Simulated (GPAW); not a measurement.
## Does MnAl15N16 (AlN32 Mn1) carry moments in GPAW?

Wanted: the moments of MnAl15N16 (AlN32 Mn1) and the energy gained by spin polarisation.

Method: PBE; plane waves with GPAW's PAW setups, scalar-relativistic, in GPAW 26.7.0.

## Step 1: The structure

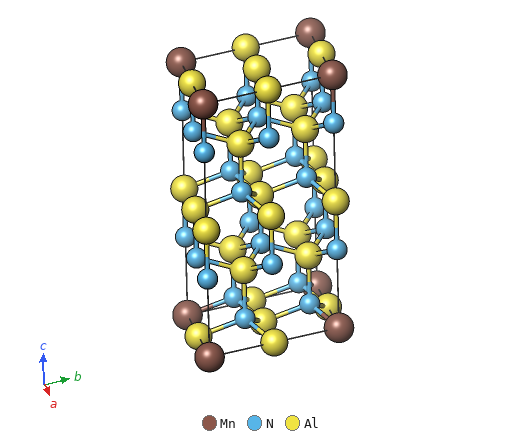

The starting structure, seen slightly off an axis (manganese brown, nitrogen blue, aluminium yellow). Bonds to atoms that aren't drawn are left out. Some periodic images of atoms are drawn too.

The cell is a made-up one and need not be a known phase.

## Step 2: Start 1: ferro +

Parallel moments need no larger cell; this start tests for a ferromagnetic state only.

order1.py

```python
import json
import numpy as np
from ase import Atoms
from ase.parallel import paropen, parprint
from gpaw import GPAW

atoms = Atoms(['Mn', 'N', 'Al', 'N', 'Al', 'N', 'Al', 'N', 'Al', 'N', 'Al', 'N', 'Al', 'N', 'Al', 'N', 'Al', 'N', 'Al', 'N', 'Al', 'N', 'Al', 'N', 'Al', 'N', 'Al', 'N', 'Al', 'N', 'Al', 'N'],
    cell=[[6.224, 0.0, 0.0],
         [-3.112, 5.390142, 0.0],
         [0.0, 0.0, 9.964]],
    scaled_positions=[[0.0, 0.0, 0.0],
         [0.166667, 0.333333, 0.059],
         [0.166667, 0.333333, 0.25],
         [0.0, 0.0, 0.309],
         [0.0, 0.0, 0.5],
         [0.166667, 0.333333, 0.559],
         [0.166667, 0.333333, 0.75],
         [0.0, 0.0, 0.809],
         [0.0, 0.5, 0.0],
         [0.166667, 0.833333, 0.059],
         [0.166667, 0.833333, 0.25],
         [0.0, 0.5, 0.309],
         [0.0, 0.5, 0.5],
         [0.166667, 0.833333, 0.559],
         [0.166667, 0.833333, 0.75],
         [0.0, 0.5, 0.809],
         [0.5, 0.0, 0.0],
         [0.666667, 0.333333, 0.059],
         [0.666667, 0.333333, 0.25],
         [0.5, 0.0, 0.309],
         [0.5, 0.0, 0.5],
         [0.666667, 0.333333, 0.559],
         [0.666667, 0.333333, 0.75],
         [0.5, 0.0, 0.809],
         [0.5, 0.5, 0.0],
         [0.666667, 0.833333, 0.059],
         [0.666667, 0.833333, 0.25],
         [0.5, 0.5, 0.309],
         [0.5, 0.5, 0.5],
         [0.666667, 0.833333, 0.559],
         [0.666667, 0.833333, 0.75],
         [0.5, 0.5, 0.809]],
    pbc=True,
    magmoms=[4.5, 0.0, 0.0, 0.0, 0.0, 0.0, 0.0, 0.0, 0.0, 0.0, 0.0, 0.0, 0.0, 0.0, 0.0, 0.0, 0.0, 0.0, 0.0, 0.0, 0.0, 0.0, 0.0, 0.0, 0.0, 0.0, 0.0, 0.0, 0.0, 0.0, 0.0, 0.0])
atoms.calc = GPAW(mode={'name': 'pw', 'ecut': 600},
    xc='PBE',
    kpts={'size': (5, 5, 3), 'gamma': True},
    occupations={'name': 'fermi-dirac', 'width': 0.05},
    convergence={'density': 1e-05, 'energy': 1e-05},
    maxiter=200,
    mixer={'name': 'pulay', 'beta': 0.05, 'nmaxold': 6, 'weight': 50},
    symmetry={'tolerance': 1e-4},
    txt='order1.txt')
e = atoms.get_potential_energy(force_consistent=True)
res = {'free_energy': e, 'energy_sigma0': atoms.get_potential_energy(), 'fermi_energy': atoms.calc.get_fermi_level()}
res['moments'] = atoms.get_magnetic_moments().tolist()
res['total'] = atoms.get_magnetic_moment()
parprint('site moments (muB):', np.round(res['moments'], 3))
parprint(f"total moment: {res['total']:.3f} muB")
parprint(f'free energy: {e:.6f} eV')
atoms.calc.write('order1.gpw')
with paropen('results.json', 'w') as f:
    json.dump(res, f)
```

Run with:

```sh
$ OMP_NUM_THREADS=1 mpirun -n 4 gpaw python order1.py > order1.log
```

Log:

```text
site moments (muB): [3.288e+00 1.400e-02 8.000e-03 3.000e-03 2.000e-03 1.000e-03 8.000e-03
 1.500e-02 2.000e-02 1.400e-02 8.000e-03 3.000e-03 1.000e-03 1.000e-03
 8.000e-03 1.000e-03 2.000e-02 1.000e-03 1.000e-03 3.000e-03 1.000e-03
 1.000e-03 1.000e-03 1.000e-03 2.000e-02 1.400e-02 8.000e-03 3.000e-03
 1.000e-03 1.000e-03 8.000e-03 1.000e-03]
total moment: 4.000 muB
free energy: -237.070427 eV

--- order1.txt ---
Input parameters:
  mode=PW(ecut=600),
  convergence={'density': 1e-05, 'energy': 1e-05},
  kpts=MonkhorstPack(size=(5, 5, 3), gamma=True),
  maxiter=200,
  mixer=Pulay(name='pulay', nmaxold=6, beta=0.05, weight=50, sigma=0.015, g_ss=None),
  occupations=Occupations(name='fermi-dirac', width=0.05),
  symmetry=Symmetry(tolerance=0.0001),
  xc=XC(name='PBE')

Diagonalizing LCAO Hamiltonian
Converting LCAO to pw mode

          Al     Al
         N      N
           NAl    NAl
          N      N
            N      N
         Al     Al
           Al     Al
         NAl    NAl
            Al     Al
          NN     NN

         Al N   Al N
           Mn     Al

Atoms  # Å, Bohr magnetons
|    | symbol |         x |        y |        z |    initial magnetic moments |
|----|--------|-----------|----------|----------|-----------------------------|
|  0 |     Mn |  0.000000 | 0.000000 | 0.000000 | ( 0.0000,  0.0000,  4.5000) |
|  1 |      N |  0.000003 | 1.796712 | 0.587876 | ( 0.0000,  0.0000,  0.0000) |
|  2 |     Al |  0.000003 | 1.796712 | 2.491000 | ( 0.0000,  0.0000,  0.0000) |
|  3 |      N |  0.000000 | 0.000000 | 3.078876 | ( 0.0000,  0.0000,  0.0000) |
|  4 |     Al |  0.000000 | 0.000000 | 4.982000 | ( 0.0000,  0.0000,  0.0000) |
|  5 |      N |  0.000003 | 1.796712 | 5.569876 | ( 0.0000,  0.0000,  0.0000) |
|  6 |     Al |  0.000003 | 1.796712 | 7.473000 | ( 0.0000,  0.0000,  0.0000) |
|  7 |      N |  0.000000 | 0.000000 | 8.060876 | ( 0.0000,  0.0000,  0.0000) |
|  8 |     Al | -1.556000 | 2.695071 | 0.000000 | ( 0.0000,  0.0000,  0.0000) |
|  9 |      N | -1.555997 | 4.491783 | 0.587876 | ( 0.0000,  0.0000,  0.0000) |
| 10 |     Al | -1.555997 | 4.491783 | 2.491000 | ( 0.0000,  0.0000,  0.0000) |
| 11 |      N | -1.556000 | 2.695071 | 3.078876 | ( 0.0000,  0.0000,  0.0000) |
| 12 |     Al | -1.556000 | 2.695071 | 4.982000 | ( 0.0000,  0.0000,  0.0000) |
| 13 |      N | -1.555997 | 4.491783 | 5.569876 | ( 0.0000,  0.0000,  0.0000) |
| 14 |     Al | -1.555997 | 4.491783 | 7.473000 | ( 0.0000,  0.0000,  0.0000) |
| 15 |      N | -1.556000 | 2.695071 | 8.060876 | ( 0.0000,  0.0000,  0.0000) |
| 16 |     Al |  3.112000 | 0.000000 | 0.000000 | ( 0.0000,  0.0000,  0.0000) |
| 17 |      N |  3.112003 | 1.796712 | 0.587876 | ( 0.0000,  0.0000,  0.0000) |
| 18 |     Al |  3.112003 | 1.796712 | 2.491000 | ( 0.0000,  0.0000,  0.0000) |
| 19 |      N |  3.112000 | 0.000000 | 3.078876 | ( 0.0000,  0.0000,  0.0000) |
| 20 |     Al |  3.112000 | 0.000000 | 4.982000 | ( 0.0000,  0.0000,  0.0000) |
| 21 |      N |  3.112003 | 1.796712 | 5.569876 | ( 0.0000,  0.0000,  0.0000) |
| 22 |     Al |  3.112003 | 1.796712 | 7.473000 | ( 0.0000,  0.0000,  0.0000) |
| 23 |      N |  3.112000 | 0.000000 | 8.060876 | ( 0.0000,  0.0000,  0.0000) |
| 24 |     Al |  1.556000 | 2.695071 | 0.000000 | ( 0.0000,  0.0000,  0.0000) |
| 25 |      N |  1.556003 | 4.491783 | 0.587876 | ( 0.0000,  0.0000,  0.0000) |
| 26 |     Al |  1.556003 | 4.491783 | 2.491000 | ( 0.0000,  0.0000,  0.0000) |
| 27 |      N |  1.556000 | 2.695071 | 3.078876 | ( 0.0000,  0.0000,  0.0000) |
| 28 |     Al |  1.556000 | 2.695071 | 4.982000 | ( 0.0000,  0.0000,  0.0000) |
| 29 |      N |  1.556003 | 4.491783 | 5.569876 | ( 0.0000,  0.0000,  0.0000) |
| 30 |     Al |  1.556003 | 4.491783 | 7.473000 | ( 0.0000,  0.0000,  0.0000) |
| 31 |      N |  1.556000 | 2.695071 | 8.060876 | ( 0.0000,  0.0000,  0.0000) |

Unit cell  # Å
| periodic |         x |        y |        z |  lengths |     angles |
|----------|-----------|----------|----------|----------|------------|
|      yes |  6.224000 | 0.000000 | 0.000000 | 6.224000 |  90.000000 |
|      yes | -3.112000 | 5.390142 | 0.000000 | 6.224000 |  90.000000 |
|      yes |  0.000000 | 0.000000 | 9.964000 | 9.964000 | 120.000001 |

Number of symmetries: 6

BZ-sampling:
  Number of BZ points: 75
  Number of IBZ points: 12

  Monkhorst-Pack size: [5, 5, 3]
  Monkhorst-Pack shift: [0, 0, 0]

K-points  # in reciprocal-cell coordinates
|     |                                coordinates |     weight |
|-----|--------------------------------------------|------------|
|   0 | (  0.00000000,   0.00000000,   0.00000000) | 0.01333333 |
|   1 | (  0.00000000,   0.00000000,   0.33333333) | 0.02666667 |
|   2 | (  0.20000000,   0.00000000,  -0.33333333) | 0.08000000 |
|   3 | (  0.20000000,   0.00000000,   0.00000000) | 0.08000000 |
|   4 | (  0.20000000,   0.00000000,   0.33333333) | 0.08000000 |
|   5 | (  0.40000000,  -0.20000000,   0.00000000) | 0.08000000 |
|   6 | (  0.40000000,  -0.20000000,   0.33333333) | 0.16000000 |
|   7 | (  0.40000000,   0.00000000,  -0.33333333) | 0.08000000 |
|   8 | (  0.40000000,   0.00000000,   0.00000000) | 0.08000000 |
|   9 | (  0.40000000,   0.00000000,   0.33333333) | 0.08000000 |
| ... |                                            |            |
|  11 | (  0.40000000,   0.40000000,   0.33333333) | 0.16000000 |

Plane wave coefficients: 11235
Cutoff: 600.0 eV

Spin-components: 2 (collinear spins)
Bands:           91
Projectors:      161
Spin-degeneracy: 1
Datatype:        complex128

Parallelization:
  kpt:    4
  domain: 1
  band:   1

Density:
  Valence electrons: 140.0
  Components: 2
  Grid points: [36 36 60]
  Charge: 0.0  # |e|

Potential:
  Grid points: [36 36 60]

species:
  Mn:
    name:    Manganese
    Z:       25.0
    valence: 15
    core:    10
    charge:  0.0  # [|e|]
    compensation charges:
      type: gauss
      rc: 0.38  # [Å]
      lmax: 2
    cutoffs:
      filter: 2.14  # [Å]
      core: 0.86  # [Å]
    projectors
    | kind |    occ | energy [eV] | rcut [Å] |
    |------|--------|-------------|----------|
    |   3s |  2.000 |     -85.859 |    1.275 |
    |   4s |  2.000 |      -5.106 |    1.275 |
    |   3p |  6.000 |     -54.597 |    1.281 |
    |   4p |  0.000 |      -1.371 |    1.281 |
    |   3d |  5.000 |      -6.771 |    1.138 |
    |    d |        |      20.441 |    1.138 |

    Using partial waves for Mn as LCAO basis

  N:
    name:    Nitrogen
    Z:       7.0
    valence: 5
    core:    2
    charge:  0.0  # [|e|]
    compensation charges:
      type: gauss
      rc: 0.18  # [Å]
      lmax: 2
    cutoffs:
      filter: 1.11  # [Å]
      core: 0.96  # [Å]
    projectors
    | kind |    occ | energy [eV] | rcut [Å] |
    |------|--------|-------------|----------|
    |   2s |  2.000 |     -18.583 |    0.603 |
    |   2p |  3.000 |      -7.089 |    0.529 |
    |    s |        |       8.629 |    0.603 |
    |    p |        |      20.123 |    0.529 |
    |    d |        |       0.000 |    0.577 |

    Using partial waves for N as LCAO basis

  Al:
    name:    Aluminium
    Z:       13.0
    valence: 3
    core:    10
    charge:  0.0  # [|e|]
    compensation charges:
      type: gauss
      rc: 0.34  # [Å]
      lmax: 2
    cutoffs:
      filter: 1.91  # [Å]
      core: 2.36  # [Å]
    projectors
    | kind |    occ | energy [eV] | rcut [Å] |
    |------|--------|-------------|----------|
    |   3s |  2.000 |      -7.753 |    1.085 |
    |   3p |  1.000 |      -2.712 |    1.085 |
    |    s |        |      19.459 |    1.085 |
    |    p |        |      24.499 |    1.085 |
    |    d |        |       0.000 |    1.085 |

    Using partial waves for Al as LCAO basis

Reference energy: -154272.981114  # eV

eigensolver:
  PPCG
  Converge bands: occupied
  niter=2

density mixing:
  Pulay-Mixer
  Linear mixing parameters: 0.05
  Old densities: 6
  Fourier metric: weight=50, sigma=0.015

occupation numbers:
  Fermi-Dirac:
    width: 0.0500  # eV

poisson solver:
  ecut: 4800.0  # eV

xc functional:
  name: PBE with 2 nearest neighbor stencil

convergence criteria:
- Maximum integral of absolute [dens]ity change: 1e-05 electrons / valence electron
- Maximum [total energy] change in last 3 cyles: 1e-05 eV / valence electron
- Maximum integral of absolute [eigenst]ate change: 4e-08 eV^2 / valence electron
maximum number of iterations: 200

SCF iterations
|iter     |      energy | eigst |  dens |  magmom |
|---------|-------------|-------|-------|---------|
|iter:   1|       0s | -267.790670 | +0.25 |       |  +4.5112|
|iter:   2|      17s | -259.733981 | -1.03 | -0.58 |  +4.4857|
|iter:   3|      34s | -237.221595 | +0.17 | -0.63 |  +4.3148|
|iter:   4|      51s | -237.497287 | -1.44 | -1.06 |  +4.3157|
|iter:   5|      68s | -236.900992 | -1.64 | -1.06 |  +4.2896|
|iter:   6|      85s | -237.251257 | -1.40 | -1.13 |  +4.1966|
|iter:   7|     102s | -237.376844 | -2.16 | -1.28 |  +4.0950|
|iter:   8|     119s | -237.063824 | -1.82 | -1.53 |  +4.0255|
|iter:   9|     137s | -237.042993 | -2.67 | -1.95 |  +4.0085|
|iter:  10|     154s | -237.042448 | -3.27 | -2.26 |  +4.0037|
[... 11 iterations left out ...]
|iter:  22|     358s | -237.044202c| -7.68c| -4.15 |  +3.9999|
|iter:  23|     371s | -237.044202c| -7.63c| -4.18 |  +4.0000|
|iter:  24|     388s | -237.044202c| -7.85c| -4.22 |  +4.0000|
|iter:  25|     397s | -237.044202c| -7.72c| -4.40 |  +4.0000|
|iter:  26|     405s | -237.044201c| -7.87c| -4.52 |  +4.0000|
|iter:  27|     414s | -237.044201c| -7.53c| -4.61 |  +4.0000|
|iter:  28|     422s | -237.044201c| -8.16c| -4.79 |  +4.0000|
|iter:  29|     431s | -237.044201c| -8.45c| -4.90 |  +4.0000|
|iter:  30|     439s | -237.044201c| -8.57c| -4.95 |  +4.0000|
|iter:  31|     448s | -237.044201c| -8.63c| -5.12c|  +4.0000|

Converged in 31 steps
Energy contributions relative to reference atoms: (reference = -154272.981114)

Energy contributions:
  Kinetic:         268.870989
  Coulomb:        -227.551365
  Zero:             -0.165944
  External:          0.000000
  Xc:             -278.171656
  Entropy:          -0.052452
  Spinorbit:         0.000000
  ----------------------------
  Free energy:    -237.070427
  Extrapolated:   -237.044201

dipole moment: (-69.652978, -84.127808, -87.735829)  # |e|*Ang

Total magnetic moment: (0.000000, 0.000000, 3.999995)

Local magnetic moments
|        x |        y |        z |
|----------|----------|----------|
| 0.000000 | 0.000000 | 3.288249 |  # Mn   0
| 0.000000 | 0.000000 | 0.014284 |  # N    1
| 0.000000 | 0.000000 | 0.007678 |  # Al   2
| 0.000000 | 0.000000 | 0.002812 |  # N    3
| 0.000000 | 0.000000 | 0.001640 |  # Al   4
| 0.000000 | 0.000000 | 0.001116 |  # N    5
| 0.000000 | 0.000000 | 0.008430 |  # Al   6
| 0.000000 | 0.000000 | 0.015263 |  # N    7
| 0.000000 | 0.000000 | 0.020413 |  # Al   8
| 0.000000 | 0.000000 | 0.014284 |  # N    9
| 0.000000 | 0.000000 | 0.007678 |  # Al  10
| 0.000000 | 0.000000 | 0.002738 |  # N   11
| 0.000000 | 0.000000 | 0.001167 |  # Al  12
| 0.000000 | 0.000000 | 0.001116 |  # N   13
| 0.000000 | 0.000000 | 0.008430 |  # Al  14
| 0.000000 | 0.000000 | 0.000757 |  # N   15
[...]
| 0.000000 | 0.000000 | 0.000887 |  # Al  22
| 0.000000 | 0.000000 | 0.000757 |  # N   23
| 0.000000 | 0.000000 | 0.020413 |  # Al  24
| 0.000000 | 0.000000 | 0.014284 |  # N   25
| 0.000000 | 0.000000 | 0.007678 |  # Al  26
| 0.000000 | 0.000000 | 0.002738 |  # N   27
| 0.000000 | 0.000000 | 0.001167 |  # Al  28
| 0.000000 | 0.000000 | 0.001116 |  # N   29
| 0.000000 | 0.000000 | 0.008430 |  # Al  30
| 0.000000 | 0.000000 | 0.000757 |  # N   31

Fermi level: 8.345
Eigenvalues  # (at kpt = [0.000, 0.000, 0.000])
| band index |      eig [eV] | occ [0-1] |      eig [eV] | occ [0-1] |
|------------|---------------|-----------|---------------|-----------|
|          0 |       -73.151 |     1.000 |       -69.433 |     1.000 |
|        ... |               |           |               |           |
|         62 |         5.467 |     1.000 |         5.520 |     1.000 |
|         63 |         5.618 |     1.000 |         5.638 |     1.000 |
|         64 |         5.618 |     1.000 |         5.639 |     1.000 |
|         65 |         5.882 |     1.000 |         5.904 |     1.000 |
|         66 |         5.883 |     1.000 |         5.904 |     1.000 |
|         67 |         5.910 |     1.000 |         6.038 |     1.000 |
|         68 |         6.815 |     1.000 |         9.698 |     0.000 |
|         69 |         6.815 |     1.000 |         9.699 |     0.000 |
|         70 |         8.174 |     0.968 |         9.995 |     0.000 |
|         71 |         8.523 |     0.028 |        10.267 |     0.000 |
|         72 |         8.523 |     0.028 |        10.267 |     0.000 |
|         73 |        10.375 |     0.000 |        10.444 |     0.000 |
|         74 |        11.477 |     0.000 |        11.508 |     0.000 |
|         75 |        11.478 |     0.000 |        11.508 |     0.000 |
|         76 |        11.572 |     0.000 |        11.621 |     0.000 |
|        ... |               |           |               |           |
|         90 |        14.373 |     0.000 |        14.619 |     0.000 |

No gap
No difference between direct/indirect transitions
```

The job ended after 8 min (4 MPI ranks of Arm Neoverse V1, shared host; peak memory 2.1 GiB; 32 min of CPU time).

Spin moment in the augmentation sphere by element, in μB:

```tsv
element	atoms	mean	spread (r.m.s.)	least	largest
Mn	1	3.29	0.00	3.29	3.29
N	16	0.00	0.01	0.00	0.02
Al	15	0.01	0.01	0.00	0.02
```

The atoms farthest from the mean of their element:

```tsv
atom	x, y, z (Å)	spin moment in the augmentation sphere (μB)
Al9	-1.56, 2.70, 0.00	0.02
Al17	3.11, 0.00, 0.00	0.02
Al25	1.56, 2.70, 0.00	0.02
N8	0.00, 0.00, 8.06	0.02
N10	-1.56, 4.49, 0.59	0.01
N26	1.56, 4.49, 0.59	0.01
N2	0.00, 1.80, 0.59	0.01
Al19	3.11, 1.80, 2.49	0.00
```

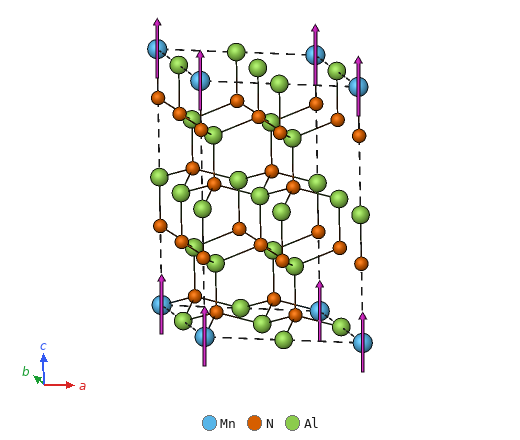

Spin moment in the augmentation sphere as arrows, the longest 3.29 μB. Up and down stand for the sign. Arrows give size and sign along the axis of quantisation, drawn up and down the page. Bonds to atoms that aren't drawn are left out. Some periodic images of atoms are drawn too.

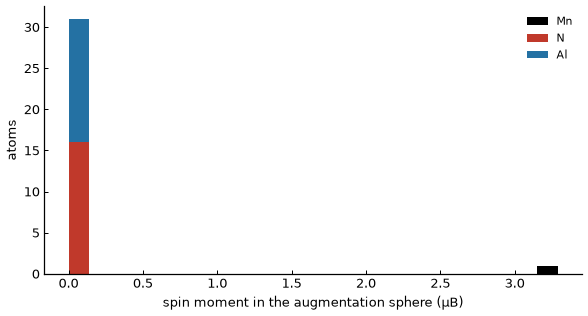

Spin moment in the augmentation sphere as a stacked histogram.

Numbers from this step:

| Item | Value |
| --- | --- |
| magnetization | 4.000 μB |
| final state | ferromagnetic |

After 31 cycles the largest moment stands at 3.29 μB.

(Continued in part 2 of 2.)

[Logs and program files are shortened in this print: banners, set-up blocks, solver, clock and traceback lines can be left out without a mark of their own.]

[Logs are printed without paths, hosts, clocks, repeated set-up lines and the standing remarks that a program may print on its own settings, such as how far it seeks lower states.]

[Hosts, paths, dates, database ids (printed as entryN), source tags and the programs' standing remarks are cut or masked in the printed files.]

[Where a cell is said to come from a database of computed structures, the database is the Materials Project.]
